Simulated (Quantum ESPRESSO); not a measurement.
# F on fcc sites of Co(0001): a series in the coverage, part 7 of 10

Wanted: a table for F on fcc sites of Co(0001) against the coverage, and what can be fitted to it.

Quantum ESPRESSO 7.5; plane-wave DFT, PBE, GBRV ultrasoft pseudopotentials.

So far. Step 7 (Relaxation with pw.x, 0.1667 ML): The relaxation lowers the energy by 51 meV an atom. On the free atoms the largest force ends at 0.031 eV/Å. Step 8 (Self-consistent run, 0.1667 ML): Inside the slab this potential holds the local part of the pseudopotentials, which can be repulsive at the nuclei; only its value in the vacuum has a meaning of its own.

**9. Relaxing the ions, 0.75 ML**

System of this step: Co(0001), 3 layers, 4 sites a cell, 3 F on fcc sites. The cell holds 15 atoms: 12 Co and 3 F. Its edges and angles: a = 4.981 Å, b = 4.981 Å, c = 19.005 Å, α = 90.0°, β = 90.0°, γ = 60.0°. It derives from Co. Vacuum lies along c.

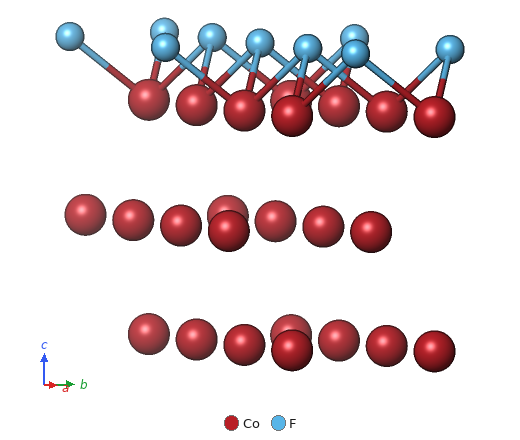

The cell of this step (cobalt red, fluorine blue). 2×1×1 cells are drawn. Some periodic images of atoms are drawn too.

The input, m6.relax.in:

```
&control
  prefix = 'm6.relax'
  outdir = './out'
  pseudo_dir = './pseudo'
  nstep = 70
  forc_conv_thr = 0.0015
  calculation = 'relax'
/
&system
  ibrav = 0
  nat = 15
  ntyp = 2
  ecutwfc = 40
  ecutrho = 200
  occupations = 'smearing'
  smearing = 'mv'
  degauss = 0.02
  nspin = 2
  starting_magnetization(1) = 0.28
/
&electrons
  conv_thr = 1e-07
  mixing_beta = 0.3
  electron_maxstep = 120
  mixing_mode = 'local-TF'
/
&ions
/
ATOMIC_SPECIES
  Co  58.9332  co_pbe_v1.2.uspp.F.UPF
  F   18.9984  f_pbe_v1.4.uspp.F.UPF
CELL_PARAMETERS angstrom
  4.98149698400000 0.00000000000000 0.00000000000000
  2.49074849200000 4.31410293701956 0.00000000000000
  0.00000000000000 0.00000000000000 19.00516934814567
ATOMIC_POSITIONS crystal
  Co  0.833333333300 0.333333333300 0.364797138053 0 0 0
  Co  0.333333333300 0.833333333300 0.364797138053 0 0 0
  Co  0.333333333300 0.333333333300 0.364797138053 0 0 0
  Co  0.833333333300 0.833333333300 0.364797138053 0 0 0
  Co  0.166666666700 0.666666666700 0.470880666937 0 0 0
  Co  0.666666666700 0.166666666700 0.470880666937 0 0 0
  Co  0.666666666700 0.666666666700 0.470880666937 0 0 0
  Co  0.166666666700 0.166666666700 0.470880666937 0 0 0
  Co  0.833333333300 0.333333333300 0.576964195822
  Co  0.333333333300 0.833333333300 0.576964195822
  Co  0.333333333300 0.333333333300 0.576964195822
  Co  0.833333333300 0.833333333300 0.576964195822
  F   0.000000000000 0.500000000000 0.635202861947
  F   0.500000000000 0.000000000000 0.635202861947
  F   0.500000000000 0.500000000000 0.635202861947
K_POINTS automatic
  5 5 1 0 0 0
```

Command:

```bash
$ OMP_NUM_THREADS=1 mpirun -n 8 pw.x -nk 2 -in m6.relax.in > m6.relax.out
```

Log:

```text
[banner, memory and clock lines left out]
Program PWSCF v.7.5 starts
[...]
Message from routine setup:
[...]
number of electrons       =       225.00
     number of Kohn-Sham states=          136
     kinetic-energy cutoff     =      40.0000  Ry
     charge density cutoff     =     200.0000  Ry
[...]
number of k points=     5  Marzari-Vanderbilt smearing, width (Ry)=  0.0200
[...]
Dense  grid:   131681 G-vectors     FFT dimensions: (  45,  45, 162)
[...]
negative rho (up, down):  2.942E-04 2.373E-04
     Starting wfcs are  168 randomized atomic wfcs
[...]
negative rho (up, down):  1.412E-01 1.390E-01
[...]
estimated scf accuracy    <     745.18786763 Ry
     total magnetization       =    12.68 Bohr mag/cell
     absolute magnetization    =    15.04 Bohr mag/cell
[...]
negative rho (up, down):  1.964E-01 2.005E-01
[...]
estimated scf accuracy    <     148.36080389 Ry
     total magnetization       =    20.42 Bohr mag/cell
     absolute magnetization    =    24.78 Bohr mag/cell
[...]
negative rho (up, down):  1.390E-01 1.393E-01
[...]
estimated scf accuracy    <      17.87063129 Ry
     total magnetization       =    22.41 Bohr mag/cell
     absolute magnetization    =    23.83 Bohr mag/cell
[...]
negative rho (up, down):  1.233E-01 1.204E-01
[...]
estimated scf accuracy    <      37.07561051 Ry
     total magnetization       =    19.34 Bohr mag/cell
     absolute magnetization    =    21.79 Bohr mag/cell
[...]
negative rho (up, down):  8.682E-02 8.535E-02
[...]
estimated scf accuracy    <       5.93373579 Ry
     total magnetization       =    20.90 Bohr mag/cell
     absolute magnetization    =    23.07 Bohr mag/cell
[...]
negative rho (up, down):  6.418E-02 6.393E-02
[...]
estimated scf accuracy    <       6.64315909 Ry
     total magnetization       =    21.36 Bohr mag/cell
     absolute magnetization    =    23.47 Bohr mag/cell
[...]
negative rho (up, down):  4.010E-02 4.057E-02
[...]
estimated scf accuracy    <       3.50279834 Ry
     total magnetization       =    21.62 Bohr mag/cell
     absolute magnetization    =    23.63 Bohr mag/cell
[...]
negative rho (up, down):  3.157E-02 3.195E-02
[...]
estimated scf accuracy    <       0.95512232 Ry
     total magnetization       =    21.82 Bohr mag/cell
     absolute magnetization    =    23.69 Bohr mag/cell
[...]
negative rho (up, down):  4.430E-03 4.460E-03
[...]
estimated scf accuracy    <       0.73456509 Ry
     total magnetization       =    21.82 Bohr mag/cell
     absolute magnetization    =    23.69 Bohr mag/cell
[...]
estimated scf accuracy    <       0.22754488 Ry
     total magnetization       =    22.04 Bohr mag/cell
     absolute magnetization    =    23.94 Bohr mag/cell
[...]
negative rho (up, down):  3.402E-06 1.801E-06
[...]
estimated scf accuracy    <       0.06825733 Ry
     total magnetization       =    22.30 Bohr mag/cell
     absolute magnetization    =    24.23 Bohr mag/cell
[...]
estimated scf accuracy    <       0.04866515 Ry
     total magnetization       =    22.30 Bohr mag/cell
     absolute magnetization    =    24.26 Bohr mag/cell
[...]
negative rho (up, down):  1.176E-03 6.172E-04
[...]
estimated scf accuracy    <       0.04756390 Ry
     total magnetization       =    22.24 Bohr mag/cell
     absolute magnetization    =    24.29 Bohr mag/cell
[...]
negative rho (up, down):  4.954E-03 3.492E-03
[...]
estimated scf accuracy    <       0.02823638 Ry
     total magnetization       =    22.25 Bohr mag/cell
     absolute magnetization    =    24.32 Bohr mag/cell
[...]
negative rho (up, down):  5.685E-03 4.198E-03
[...]
estimated scf accuracy    <       0.02618025 Ry
     total magnetization       =    22.23 Bohr mag/cell
     absolute magnetization    =    24.33 Bohr mag/cell
[...]
negative rho (up, down):  1.711E-02 1.582E-02
[...]
estimated scf accuracy    <       0.02018665 Ry
     total magnetization       =    22.23 Bohr mag/cell
     absolute magnetization    =    24.35 Bohr mag/cell
[...]
negative rho (up, down):  1.645E-02 1.591E-02
[...]
estimated scf accuracy    <       0.02053417 Ry
     total magnetization       =    22.21 Bohr mag/cell
     absolute magnetization    =    24.34 Bohr mag/cell
[...]
negative rho (up, down):  1.622E-02 1.556E-02
[...]
estimated scf accuracy    <       0.00606616 Ry
     total magnetization       =    22.25 Bohr mag/cell
     absolute magnetization    =    24.37 Bohr mag/cell
[...]
negative rho (up, down):  9.706E-03 8.989E-03
[...]
estimated scf accuracy    <       0.00242489 Ry
     total magnetization       =    22.27 Bohr mag/cell
     absolute magnetization    =    24.37 Bohr mag/cell
[...]
negative rho (up, down):  6.820E-03 6.365E-03
[...]
estimated scf accuracy    <       0.00099740 Ry
     total magnetization       =    22.27 Bohr mag/cell
     absolute magnetization    =    24.36 Bohr mag/cell
[...]
negative rho (up, down):  2.631E-03 2.443E-03
[...]
estimated scf accuracy    <       0.00041991 Ry
     total magnetization       =    22.26 Bohr mag/cell
     absolute magnetization    =    24.35 Bohr mag/cell
[...]
negative rho (up, down):  1.274E-03 1.114E-03
[...]
estimated scf accuracy    <       0.00019617 Ry
     total magnetization       =    22.25 Bohr mag/cell
     absolute magnetization    =    24.34 Bohr mag/cell
[...]
negative rho (up, down):  1.731E-04 1.267E-04
[...]
estimated scf accuracy    <       0.00005510 Ry
     total magnetization       =    22.26 Bohr mag/cell
     absolute magnetization    =    24.35 Bohr mag/cell
[...]
negative rho (up, down):  1.780E-04 1.432E-04
[...]
estimated scf accuracy    <       0.00002364 Ry
     total magnetization       =    22.26 Bohr mag/cell
     absolute magnetization    =    24.35 Bohr mag/cell
[...]
negative rho (up, down):  1.354E-04 1.159E-04
[...]
estimated scf accuracy    <       0.00000520 Ry
     total magnetization       =    22.26 Bohr mag/cell
     absolute magnetization    =    24.35 Bohr mag/cell
[...]
negative rho (up, down):  1.738E-04 1.456E-04
[...]
estimated scf accuracy    <       0.00000347 Ry
     total magnetization       =    22.26 Bohr mag/cell
     absolute magnetization    =    24.35 Bohr mag/cell
[...]
negative rho (up, down):  1.975E-04 1.711E-04
[...]
estimated scf accuracy    <       0.00000101 Ry
     total magnetization       =    22.26 Bohr mag/cell
[...]
negative rho (up, down):  2.160E-04 1.977E-04
[...]
estimated scf accuracy    <       0.00000027 Ry
     total magnetization       =    22.55 Bohr mag/cell
     absolute magnetization    =    24.56 Bohr mag/cell
[...]
negative rho (up, down):  1.779E-04 1.611E-04
[...]
estimated scf accuracy    <       0.00000016 Ry
     total magnetization       =    22.55 Bohr mag/cell
     absolute magnetization    =    24.56 Bohr mag/cell
[...]
negative rho (up, down):  1.609E-04 1.453E-04
[...]
estimated scf accuracy    <       0.00000009 Ry
     total magnetization       =    22.55 Bohr mag/cell
     absolute magnetization    =    24.56 Bohr mag/cell
[...]
negative rho (up, down):  1.439E-04 1.296E-04
[...]
the Fermi energy is     2.7501 ev
!    total energy              =   -3727.39364688 Ry
     estimated scf accuracy    <       0.00000003 Ry
     smearing contrib. (-TS)   =      -0.00004164 Ry
     internal energy E=F+TS    =   -3727.39360524 Ry
[...]
one-electron contribution =  -23873.40692209 Ry
     hartree contribution      =   11961.64260419 Ry
     xc contribution           =    -420.30118677 Ry
     ewald contribution        =    8604.67189943 Ry
     total magnetization       =    22.55 Bohr mag/cell
     absolute magnetization    =    24.56 Bohr mag/cell
     convergence has been achieved in  16 iterations
     negative rho (up, down):  1.439E-04 1.296E-04
[...]
Total force =     0.053719     Total SCF correction =     0.000534
[...]
negative rho (up, down):  1.801E-04 2.187E-04
[...]
negative rho (up, down):  2.316E-04 2.741E-04
[...]
estimated scf accuracy    <       0.05422547 Ry
     total magnetization       =    22.63 Bohr mag/cell
     absolute magnetization    =    24.61 Bohr mag/cell
[...]
negative rho (up, down):  2.914E-04 3.264E-04
[...]
estimated scf accuracy    <       0.00823477 Ry
     total magnetization       =    22.62 Bohr mag/cell
     absolute magnetization    =    24.62 Bohr mag/cell
[...]
negative rho (up, down):  6.366E-04 6.370E-04
[...]
estimated scf accuracy    <       0.00952445 Ry
     total magnetization       =    22.63 Bohr mag/cell
     absolute magnetization    =    24.62 Bohr mag/cell
[...]
negative rho (up, down):  1.208E-03 1.141E-03
[...]
estimated scf accuracy    <       0.00545103 Ry
     total magnetization       =    22.62 Bohr mag/cell
     absolute magnetization    =    24.62 Bohr mag/cell
[...]
negative rho (up, down):  1.274E-03 1.238E-03
[...]
estimated scf accuracy    <       0.00044856 Ry
     total magnetization       =    22.62 Bohr mag/cell
     absolute magnetization    =    24.63 Bohr mag/cell
[...]
negative rho (up, down):  1.317E-03 1.305E-03
[...]
estimated scf accuracy    <       0.00040348 Ry
     total magnetization       =    22.62 Bohr mag/cell
     absolute magnetization    =    24.63 Bohr mag/cell
[...]
negative rho (up, down):  1.355E-03 1.349E-03
[...]
estimated scf accuracy    <       0.00023800 Ry
     total magnetization       =    22.62 Bohr mag/cell
     absolute magnetization    =    24.63 Bohr mag/cell
[...]
negative rho (up, down):  1.265E-03 1.260E-03
[...]
estimated scf accuracy    <       0.00009519 Ry
     total magnetization       =    22.62 Bohr mag/cell
     absolute magnetization    =    24.63 Bohr mag/cell
[...]
negative rho (up, down):  1.051E-03 1.041E-03
[...]
estimated scf accuracy    <       0.00004150 Ry
     total magnetization       =    22.62 Bohr mag/cell
     absolute magnetization    =    24.62 Bohr mag/cell
[...]
negative rho (up, down):  6.002E-04 5.711E-04
[...]
estimated scf accuracy    <       0.00001021 Ry
     total magnetization       =    22.61 Bohr mag/cell
     absolute magnetization    =    24.62 Bohr mag/cell
[...]
negative rho (up, down):  4.955E-04 4.643E-04
[...]
estimated scf accuracy    <       0.00000300 Ry
     total magnetization       =    22.61 Bohr mag/cell
     absolute magnetization    =    24.62 Bohr mag/cell
[...]
negative rho (up, dow
[...]
negative rho (up, down):  2.479E-04 2.580E-04
[...]
estimated scf accuracy    <       0.00773736 Ry
     total magnetization       =    22.91 Bohr mag/cell
     absolute magnetization    =    24.96 Bohr mag/cell
[...]
negative rho (up, down):  5.526E-04 4.486E-04
[...]
estimated scf accuracy    <       0.00575583 Ry
     total magnetization       =    22.91 Bohr mag/cell
     absolute magnetization    =    24.97 Bohr mag/cell
[...]
negative rho (up, down):  5.793E-04 5.095E-04
[...]
estimated scf accuracy    <       0.00048509 Ry
     total magnetization       =    22.91 Bohr mag/cell
     absolute magnetization    =    24.97 Bohr mag/cell
[...]
negative rho (up, down):  6.192E-04 5.831E-04
[...]
estimated scf accuracy    <       0.00022453 Ry
     total magnetization       =    22.91 Bohr mag/cell
     absolute magnetization    =    24.97 Bohr mag/cell
[...]
negative rho (up, down):  6.151E-04 6.000E-04
[...]
estimated scf accuracy    <       0.00022213 Ry
     total magnetization       =    22.91 Bohr mag/cell
     absolute magnetization    =    24.97 Bohr mag/cell
[...]
negative rho (up, down):  5.706E-04 5.641E-04
[...]
estimated scf accuracy    <       0.00012144 Ry
     total magnetization       =    22.90 Bohr mag/cell
     absolute magnetization    =    24.97 Bohr mag/cell
[...]
negative rho (up, down):  5.248E-04 5.196E-04
[...]
estimated scf accuracy    <       0.00003550 Ry
     total magnetization       =    22.90 Bohr mag/cell
     absolute magnetization    =    24.97 Bohr mag/cell
[...]
negative rho (up, down):  4.214E-04 4.130E-04
[...]
estimated scf accuracy    <       0.00000598 Ry
     total magnetization       =    22.90 Bohr mag/cell
     absolute magnetization    =    24.97 Bohr mag/cell
[...]
negative rho (up, down):  3.923E-04 3.836E-04
[...]
estimated scf accuracy    <       0.00000390 Ry
     total magnetization       =    22.90 Bohr mag/cell
     absolute magnetization    =    24.97 Bohr mag/cell
[...]
negative rho (up, down):  2.982E-04 2.862E-04
[...]
estimated scf accuracy    <       0.00000299 Ry
     total magnetization       =    22.90 Bohr mag/cell
     absolute magnetization    =    24.97 Bohr mag/cell
[...]
negative rho (up, down):  2.334E-04 2.220E-04
[...]
estimated scf accuracy    <       0.00000079 Ry
     total magnetization       =    22.90 Bohr mag/cell
     absolute magnetization    =    24.97 Bohr mag/cell
[...]
negative rho (up, down):  2.129E-04 2.025E-04
[...]
estimated scf accuracy    <       0.00000056 Ry
     total magnetization       =    22.90 Bohr mag/cell
     absolute magnetization    =    24.97 Bohr mag/cell
[...]
negative rho (up, down):  1.835E-04 1.740E-04
[...]
estimated scf accuracy    <       0.00000041 Ry
     total magnetization       =    22.90 Bohr mag/cell
     absolute magnetization    =    24.97 Bohr mag/cell
[...]
negative rho (up, down):  1.538E-04 1.456E-04
[...]
estimated scf accuracy    <       0.00000018 Ry
     total magnetization       =    22.90 Bohr mag/cell
     absolute magnetization    =    24.97 Bohr mag/cell
[...]
negative rho (up, down):  1.503E-04 1.422E-04
[...]
estimated scf accuracy    <       0.00000004 Ry
     total magnetization       =    22.90 Bohr mag/cell
     absolute magnetization    =    24.97 Bohr mag/cell
[...]
negative rho (up, down):  1.431E-04 1.353E-04
[...]
estimated scf accuracy    <       0.00000003 Ry
     total magnetization       =    22.90 Bohr mag/cell
     absolute magnetization    =    24.97 Bohr mag/cell
[...]
negative rho (up, down):  1.419E-04 1.343E-04
[...]
estimated scf accuracy    <       0.00000001 Ry
     total magnetization       =    22.90 Bohr mag/cell
     absolute magnetization    =    24.97 Bohr mag/cell
[...]
negative rho (up, down):  1.381E-04 1.312E-04
[...]
```

Run time: 22 min. Hardware: 8 MPI ranks of Arm Neoverse V1, shared host; peak memory 1.4 GiB.

Step by step:

| step | energy less that of the first step (eV) | largest force (eV/Å) |
| --- | --- | --- |
| 1 | 0.0000 | 5.4755 |
| 2 | -1.9667 | 1.4160 |
| 3 | -2.0898 | 0.7067 |
| 4 | -2.1563 | 0.8113 |
| 5 | -2.2307 | 0.8937 |
| 6 | -2.2998 | 0.6480 |
| 7 | -2.3355 | 0.2614 |
| 8 | -2.3426 | 0.0841 |
| 9 | -2.3433 | 0.0750 |
| 10 | -2.3436 | 0.0700 |
| 11 | -2.3439 | 0.0367 |

The atoms that moved most (Å):

| atom | dx | dy | dz | length |
| --- | --- | --- | --- | --- |
| F15 | 0.012 | 0.007 | 0.327 | 0.327 |
| F13 | -0.012 | 0.007 | 0.327 | 0.327 |
| F14 | 0.000 | -0.014 | 0.327 | 0.327 |
| Co11 | 0.000 | 0.000 | 0.060 | 0.060 |
| Co12 | 0.042 | 0.024 | 0.027 | 0.056 |
| Co9 | 0.000 | -0.049 | 0.027 | 0.056 |
| Co10 | -0.042 | 0.024 | 0.027 | 0.056 |

Final coordinates:

```cif
data_structure
_symmetry_space_group_name_H-M 'P 1'
_symmetry_Int_Tables_number 1
_cell_length_a 4.9815
_cell_length_b 4.9815
_cell_length_c 19.0052
_cell_angle_alpha 90.000
_cell_angle_beta 90.000
_cell_angle_gamma 60.000
_cell_volume 408.43
loop_
_atom_site_label
_atom_site_type_symbol
_atom_site_fract_x
_atom_site_fract_y
_atom_site_fract_z
_atom_site_occupancy
Co1 Co 0.83333 0.33333 0.36480 1
Co2 Co 0.33333 0.83333 0.36480 1
Co3 Co 0.33333 0.33333 0.36480 1
Co4 Co 0.83333 0.83333 0.36480 1
Co5 Co 0.16667 0.66667 0.47088 1
Co6 Co 0.66667 0.16667 0.47088 1
Co7 Co 0.66667 0.66667 0.47088 1
Co8 Co 0.16667 0.16667 0.47088 1
Co9 Co 0.83898 0.32205 0.57838 1
Co10 Co 0.32205 0.83898 0.57838 1
Co11 Co 0.33333 0.33333 0.58011 1
Co12 Co 0.83898 0.83898 0.57838 1
F13 F 0.99687 0.50157 0.65239 1
F14 F 0.50157 0.99687 0.65239 1
F15 F 0.50157 0.50157 0.65239 1
```

The relaxation lowers the energy by 156 meV an atom. On the free atoms the largest force ends at 0.037 eV/Å.

This step gave:

| Property | Result |
| --- | --- |
| free energy | -50714.0282 eV |
| Fermi energy | 2.657 eV |
| total moment | 22.9 μB |
| absolute moment | 24.96 μB |

(Part 7 of 10 ends here.)

[Logs are printed without paths, hosts, clocks, repeated set-up lines and the standing remarks that a program may print on its own settings, such as how far it seeks lower states.]

[Hosts, paths, dates, database ids (printed as entryN), source tags and the programs' standing remarks are cut or masked in the printed files.]

[Maps of the electrostatic potential energy from Ansatz leave out the sawtooth potential of an applied field or a dipole correction, so their vacuum need not be flat; planar profiles and work functions include it.]
